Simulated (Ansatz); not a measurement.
**Geometry relaxation, with input and output: Co (part 1 of 2)**

The run: geometry relaxation of Co (2 atoms in the cell). Method and program: DFT PBEsol, scalar-relativistic, plane waves, PAW, spin-polarised (Ansatz 0.2.0).

The structure derives from a Materials Project entry. Figures and captions count atoms from 1; the log counts them from 0 in places.

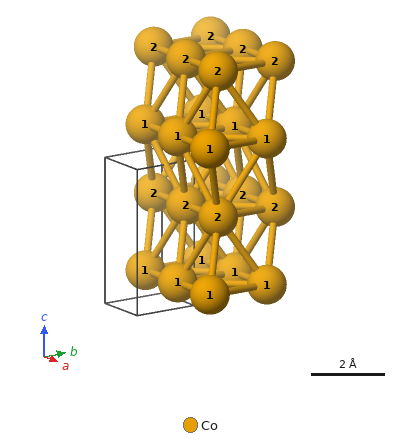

Fig. 1: The structure as given in the input (ball-and-stick view of the cell of the calculation, repeated 3 × 2 × 2, seen slightly off an axis; atoms are numbered from 1 in the order of the input). An atom can appear more than once, as a periodic image. Near neighbours in the periodic cell (some may lie outside the picture): Co has 12 Co at 2.42 to 2.55 Å.

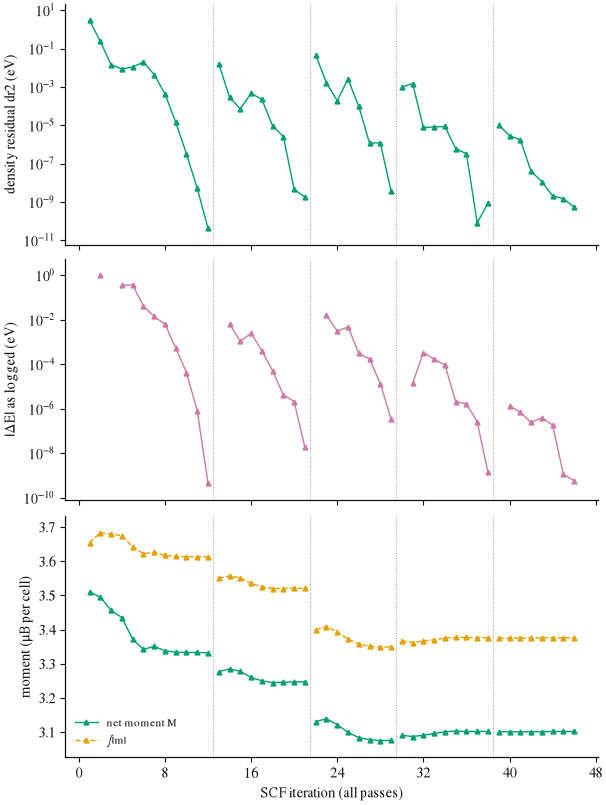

Fig. 2: Convergence of the self-consistent field: density residual dr2, size of the energy change and magnetic moment against the SCF iteration. The dotted lines part the SCF passes of the relaxation: geometry steps, rejected trials and re-solves on a re-selected basis. The 5 passes take 8 to 12 iterations each, 46 in all. The net moment goes from 3.5 to 3.1 μB per cell.

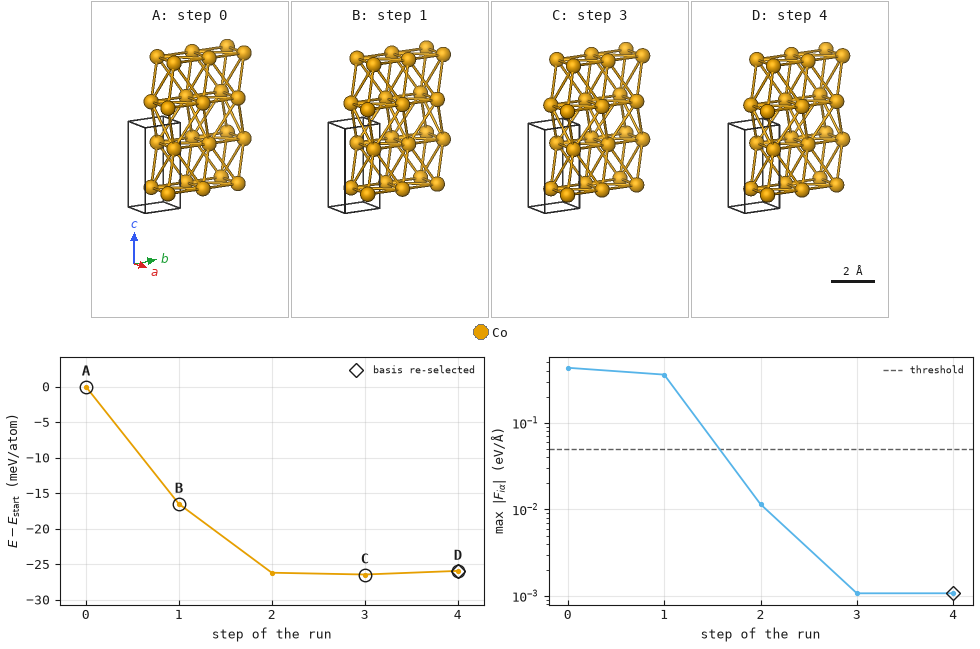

Fig. 3: Frames of the relaxation (ball-and-stick view of the cell of the calculation, repeated 2 × 3 × 2, seen slightly off an axis) above the curves, on which the letters mark them (the first geometry is step 0 here and step 1 in the log).

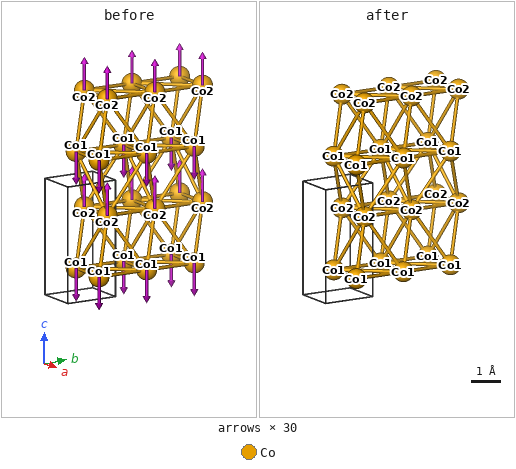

Fig. 4: Before (left) and after (right) the relaxation, at one scale (ball-and-stick view of the cell of the calculation, repeated 2 × 3 × 2, seen slightly off an axis). The pink arrows give the displacements (without the part carried along by the change of the cell), magnified 30 times. The largest moves relative to the cell, 0.039 Å, are those of Co1 and Co2. The drawn cell changes as follows: a = b 2.487 → 2.457 Å (−1.2 %), c 4.063 → 3.963 Å (−2.5 %); the volume changes by −4.8 %. Among the contacts that change: Co1–Co2 2.554 → 2.437 Å, Co1–Co1 2.487 → 2.457 Å. The space group (tolerance 0.01 Å) goes from P-3m1 (No. 164) to P6_3/mmc (No. 194). The energy falls by 26.4 meV per atom in 3 geometry steps. Largest force component: 0.43 eV/Å at the start, 0.0011 eV/Å at the end. The pressure goes from −8.81 to −0.17 GPa. A last SCF at the same geometry on a re-selected plane-wave basis shifts the energy by +0.5 meV per atom. (Atoms are counted from 1 in the order of the input.)

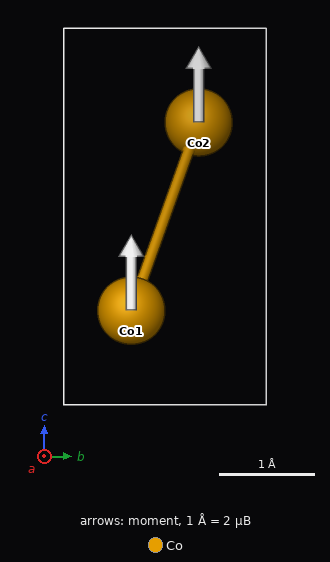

Fig. 5: Magnetic moments of the sites as white arrows (ball-and-stick view of the cell of the calculation, along the a axis; atoms are numbered from 1 in the order of the input); small moments hardly show. The run is collinear, so the axis drawn is arbitrary. Site moments: Co1, Co2 (1.61 μB). They are counted near the atoms and needn't add up to the moment of the cell.

The input that produced these results follows, with the program's output.

Input file
```yaml
crystal:
  lattice:
    - [2.4873648738, 0.0, 0.0]
    - [-1.2436824369, 2.1541211692, 0.0]
    - [0.0, 0.0, 4.0632895034]
  atoms:
    - { symbol: Co, position: [0.66666667, 0.33333333, 0.259861], spin: 1.91 }
    - { symbol: Co, position: [0.33333333, 0.66666667, 0.740139], spin: 1.91 }
basis:
  ecutwfc: 420
kpoints:
  mp_grid: { grid: [12, 12, 6] }
hamiltonian:
  xc: pbesol
scf:
  occupations: { method: gaussian, width: 0.1 }
output:
  forces: true
  stress: true
  eigenvalues: true
  populations: true
magnetization:
  spin_polarized: true
relax:
  adjacent_minimum: "off"
  f_tol: 0.05
  max_steps: 80
  cell: { stress_tol: 0.5 }
```

Run as:
```bash
ansatz run input.yaml --threads 2 --pin off --max-ram 5120MiB --backend cpu --events-out ev --progress --plain --runs-dir out
```

The program's output
```
Engine: ansatz 0.2.0, x86_64-unknown-linux-gnu
Pseudopotentials: kind: paw
Pseudopotential: Co, paw, valence charge 17, recommended cutoff 420 eV (normal), Co.paw.azcp
Functional definition: PBEsol
  exchange = pbesol_x
  correlation = pbesol_c
Crystal: 2 atoms, lattice volume = 21.771 Å³
Basis set: ecut = 420 eV, 391 PW (Γ), exchange–correlation on 36×36×60 points (8 copies of the dense FFT grid, shifted against one another)
Bands: 23, of which v1, the nominal top of the filled ones, is band 17 counted from 1 (16 counted from 0)
Symmetry: 12 space group operations
Space group: P-3m1 (ITA 164), of the structure as read, at distance tolerance 2.8e-5 Å
Magnetic group: BNS 164.85 (UNI 1315), of the structure as read, at distance tolerance 2.8e-5 Å
k-points: 100 of 864
Non-local potential: Co, projectors of the file, l = 0: 3, l = 1: 2, l = 2: 3, l = 3: 1
PAW form: soft (Blöchl's): semilocal exchange-correlation on the pseudo side does not see the compensation charge
PAW frozen core: Co, regenerated for the run's functional, and the local potential with it (the file was generated under x = pbe(κ = 0.804, μ = 0.2195149727645171), c = pbe(β = 0.06672455060314922))
PAW one-centre angular grid: Co, 590 points (default); XC on 64 Gauss nodes
Initial density: superposition of atomic densities (chi_scale 0.1, normalization cell)
Starting moments: Σ|m| = 3.82 μB on 2 of 2 sites
Initial wavefunctions: pseudopotential atomic-orbital guess
Functional: x = pbesol(κ = 0.804, μ = 0.12345679012345678), c = pbesol(β = 0.046)
SCF iter   1: F=—  HF=-10185.627716 eV  |F-HF|=—  |Δ(HF+E_count)|=         —  Δρ=1.03e-1 (↑5.26e-2 ↓1.03e-1)  dr2=3.00e0  dr2_m=1.41e-1  M=3.510 μB ∫|m|=3.654 μB  β_m=0.30  ethr=3.10e-3  ⟨swp⟩=4.8  Hψ=16889  notcnv=0
Mixer restart at iter 1: flushing history
preconditioner: auto → none  [metal: Δε(μ)=0.018 eV  Ē_g=9.144 eV  σ=0.100 eV  W_gap=0.10  n_scr=8 (ndim 8)  ℏωp=33.8 eV  f_vac=0.000  D(μ)=1.17/eV (n_scr^D=10)  sad-step TF]
SCF iter   2: F=—  HF=-10184.631859 eV  |F-HF|=—  |Δ(HF+E_count)|=   9.96e-1  Δρ=4.00e-2 (↑1.20e-2 ↓4.00e-2)  dr2=2.39e-1  dr2_m=1.07e-1  M=3.495 μB ∫|m|=3.683 μB  β_m=0.36  ethr=3.10e-3  ⟨swp⟩=2.5  Hψ=9256  notcnv=0  defer=275
SCF iter   3: F=—  HF=-10185.171717 eV  |F-HF|=—  |Δ(HF+E_count)|=         —  Δρ=1.98e-2 (↑1.98e-2 ↓9.27e-3)  dr2=1.44e-2  dr2_m=3.63e-2  M=3.456 μB ∫|m|=3.679 μB  β_m=0.36  ethr=7.04e-4  ⟨swp⟩=2.1  Hψ=6373  notcnv=0  defer=275
Mixer restart at iter 3: flushing history
SCF iter   4: F=—  HF=-10185.524326 eV  |F-HF|=—  |Δ(HF+E_count)|=   3.53e-1  Δρ=1.29e-2 (↑1.29e-2 ↓5.14e-3)  dr2=8.79e-3  dr2_m=1.44e-2  M=3.435 μB ∫|m|=3.675 μB  β_m=0.61  ethr=4.24e-5  ⟨swp⟩=2.1  Hψ=8587  notcnv=0  defer=275
SCF iter   5: F=—  HF=-10185.896751 eV  |F-HF|=—  |Δ(HF+E_count)|=   3.72e-1  Δρ=5.82e-3 (↑3.29e-3 ↓5.82e-3)  dr2=1.10e-2  dr2_m=9.89e-4  M=3.372 μB ∫|m|=3.642 μB  β_m=0.81  ethr=2.58e-5  ⟨swp⟩=2.0  Hψ=9212  notcnv=0  defer=262
SCF iter   6: F=—  HF=-10185.938007 eV  |F-HF|=—  |Δ(HF+E_count)|=   4.13e-2  Δρ=8.59e-3 (↑8.59e-3 ↓5.35e-3)  dr2=2.00e-2  dr2_m=6.39e-4  M=3.342 μB ∫|m|=3.622 μB  β_m=0.61  ethr=2.58e-5  ⟨swp⟩=2.0  Hψ=9545  notcnv=0  defer=253
SCF iter   7: F=—  HF=-10185.923952 eV  |F-HF|=—  |Δ(HF+E_count)|=   1.41e-2  Δρ=3.15e-3 (↑2.84e-3 ↓3.15e-3)  dr2=4.44e-3  dr2_m=7.94e-5  M=3.351 μB ∫|m|=3.626 μB  β_m=0.61  ethr=2.58e-5  ⟨swp⟩=2.0  Hψ=9819  notcnv=0  defer=257
SCF iter   8: F=—  HF=-10185.930293 eV  |F-HF|=—  |Δ(HF+E_count)|=   6.34e-3  Δρ=1.07e-3 (↑6.96e-4 ↓1.07e-3)  dr2=4.37e-4  dr2_m=1.67e-5  M=3.338 μB ∫|m|=3.617 μB  β_m=0.49  ethr=1.30e-5  ⟨swp⟩=2.0  Hψ=6671  notcnv=0  defer=255
SCF iter   9: F=—  HF=-10185.930848 eV  |F-HF|=—  |Δ(HF+E_count)|=   5.55e-4  Δρ=3.13e-4 (↑8.16e-5 ↓3.13e-4)  dr2=1.47e-5  dr2_m=5.01e-6  M=3.334 μB ∫|m|=3.614 μB  β_m=0.75  ethr=1.29e-6  ⟨swp⟩=2.1  Hψ=6556  notcnv=0  defer=252
SCF iter  10: F=—  HF=-10185.930890 eV  |F-HF|=—  |Δ(HF+E_count)|=   4.20e-5  Δρ=6.18e-5 (↑2.51e-5 ↓6.18e-5)  dr2=3.25e-7  dr2_m=3.42e-7  M=3.333 μB ∫|m|=3.613 μB  β_m=0.84  ethr=4.31e-8  ⟨swp⟩=2.0  Hψ=7913  notcnv=0  defer=251
SCF iter  11: F=—  HF=-10185.930891 eV  |F-HF|=—  |Δ(HF+E_count)|=   8.31e-7  Δρ=6.78e-6 (↑1.03e-6 ↓6.78e-6)  dr2=5.13e-9  dr2_m=2.09e-9  M=3.333 μB ∫|m|=3.613 μB  β_m=0.83  ethr=9.55e-10  ⟨swp⟩=2.0  Hψ=6579  notcnv=0  defer=251
SCF iter  12: F=-10185.930891 eV  HF=-10185.930891 eV  |F-HF|=2.36e-11  |Δ(HF+E_count)|=  4.57e-10  Δρ=5.50e-7 (↑5.12e-7 ↓5.50e-7)  dr2=4.31e-11  dr2_m=4.26e-11  M=3.332 μB ∫|m|=3.613 μB  ethr=1.51e-11  ⟨swp⟩=4.1  Hψ=15822  notcnv=0
SCF 1 converged in 12 iterations: F = -10185.930891 eV  dr2 = 4.31e-11
  greatest PAW one-centre occupation: 1.001 electrons in one spin orbital (limit 2), on the Co atom at site 1 (counted from 0), in its partial waves of l = 1
relax step   1: F+E_penalty+E_count = -10185.93089058 eV  Δ(F+E_penalty+E_count) = +0.000e0 eV  max|allowed force component| = 4.339e-1 eV/Å  Δτ_max = 0.0000 Å  P = -8.806 GPa  Ω = 21.771 Å³  (12 SCF iters, dr2 threshold 1.00e-7 eV, accepted)
Crystal: 2 atoms, lattice volume = 21.238 Å³
Initial density: handed on by an earlier stage of this run
Starting moments: Σ|m| = 3.82 μB on 2 of 2 sites; this step starts from the density that it was given
Initial wavefunctions: those handed on with the density
iter 1 solved again at ethr=4.80e-5 eV; its pass at ethr=3.10e-3 eV (dr2=1.63e-2 eV) is discarded
SCF iter   1: F=—  HF=-10185.966524 eV  |F-HF|=—  |Δ(HF+E_count)|=         —  Δρ=8.87e-3 (↑8.87e-3 ↓3.59e-3)  dr2=1.64e-2  dr2_m=3.82e-3  M=3.277 μB ∫|m|=3.550 μB  β_m=0.30  ethr=4.80e-5  ⟨swp⟩=1.0  Hψ=24944  notcnv=0
preconditioner: auto → none  [metal: Δε(μ)=0.016 eV  Ē_g=9.685 eV  σ=0.100 eV  W_gap=0.09  n_scr=8 (ndim 8)  ℏωp=34.2 eV  f_vac=0.000  D(μ)=1.92/eV (n_scr^D=22)]
SCF iter   2: F=—  HF=-10185.959972 eV  |F-HF|=—  |Δ(HF+E_count)|=   6.55e-3  Δρ=3.24e-3 (↑2.04e-3 ↓3.24e-3)  dr2=2.91e-4  dr2_m=1.21e-3  M=3.285 μB ∫|m|=3.557 μB  β_m=0.32  ethr=4.80e-5  ⟨swp⟩=2.0  Hψ=7467  notcnv=0  defer=5
SCF iter   3: F=—  HF=-10185.961042 eV  |F-HF|=—  |Δ(HF+E_count)|=   1.07e-3  Δρ=2.49e-3 (↑1.74e-3 ↓2.49e-3)  dr2=7.19e-5  dr2_m=8.24e-4  M=3.278 μB ∫|m|=3.551 μB  β_m=0.66  ethr=8.56e-7  ⟨swp⟩=2.2  Hψ=6814  notcnv=0  defer=5
SCF iter   4: F=—  HF=-10185.963532 eV  |F-HF|=—  |Δ(HF+E_count)|=   2.49e-3  Δρ=1.51e-3 (↑3.85e-4 ↓1.51e-3)  dr2=4.65e-4  dr2_m=1.27e-4  M=3.260 μB ∫|m|=3.535 μB  β_m=0.73  ethr=2.11e-7  ⟨swp⟩=2.0  Hψ=8066  notcnv=0  defer=5
SCF iter   5: F=—  HF=-10185.963940 eV  |F-HF|=—  |Δ(HF+E_count)|=   4.08e-4  Δρ=6.91e-4 (↑6.91e-4 ↓4.41e-4)  dr2=2.25e-4  dr2_m=4.30e-5  M=3.250 μB ∫|m|=3.525 μB  β_m=0.69  ethr=2.11e-7  ⟨swp⟩=2.2  Hψ=8172  notcnv=0  defer=5
SCF iter   6: F=—  HF=-10185.963889 eV  |F-HF|=—  |Δ(HF+E_count)|=   5.12e-5  Δρ=2.82e-4 (↑2.82e-4 ↓8.09e-5)  dr2=9.46e-6  dr2_m=3.72e-6  M=3.245 μB ∫|m|=3.520 μB  β_m=0.84  ethr=2.11e-7  ⟨swp⟩=2.0  Hψ=6386  notcnv=0  defer=5
SCF iter   7: F=—  HF=-10185.963893 eV  |F-HF|=—  |Δ(HF+E_count)|=   4.26e-6  Δρ=1.03e-4 (↑5.32e-5 ↓1.03e-4)  dr2=2.58e-6  dr2_m=1.77e-7  M=3.246 μB ∫|m|=3.520 μB  β_m=0.85  ethr=2.78e-8  ⟨swp⟩=2.3  Hψ=6351  notcnv=0  defer=5
SCF iter   8: F=—  HF=-10185.963895 eV  |F-HF|=—  |Δ(HF+E_count)|=   2.12e-6  Δρ=7.06e-6 (↑2.90e-6 ↓7.06e-6)  dr2=4.55e-9  dr2_m=3.82e-9  M=3.247 μB ∫|m|=3.521 μB  β_m=0.89  ethr=7.58e-9  ⟨swp⟩=2.0  Hψ=8005  notcnv=0  defer=5
SCF iter   9: F=-10185.963895 eV  HF=-10185.963895 eV  |F-HF|=1.44e-9  |Δ(HF+E_count)|=   1.84e-8  Δρ=2.81e-6 (↑1.28e-6 ↓2.81e-6)  dr2=1.85e-9  dr2_m=2.46e-10  M=3.247 μB ∫|m|=3.521 μB  ethr=1.34e-11  ⟨swp⟩=1.2  Hψ=13640  notcnv=0
the search or the solves at the SCF's close seem to have found levels that the self-consistency loop had missed (the run counts 1). By its estimate they hold under 1e-12 electrons; where the run keeps them, the occupations were computed again with them
SCF 2 converged in 9 iterations: F = -10185.963895 eV  dr2 = 1.85e-9
relax step   2: F+E_penalty+E_count = -10185.96389548 eV  Δ(F+E_penalty+E_count) = -3.300e-2 eV  max|allowed force component| = 3.616e-1 eV/Å  Δτ_max = 0.0117 Å  P = -4.402 GPa  Ω = 21.238 Å³  energy of the carried Pulay correction = +6.878e-4 eV  (9 SCF iters, dr2 threshold 2.00e-7 eV, accepted)
Crystal: 2 atoms, lattice volume = 20.594 Å³
iter 1 solved again at ethr=1.37e-4 eV; its pass at ethr=3.10e-3 eV (dr2=4.67e-2 eV) is discarded
```
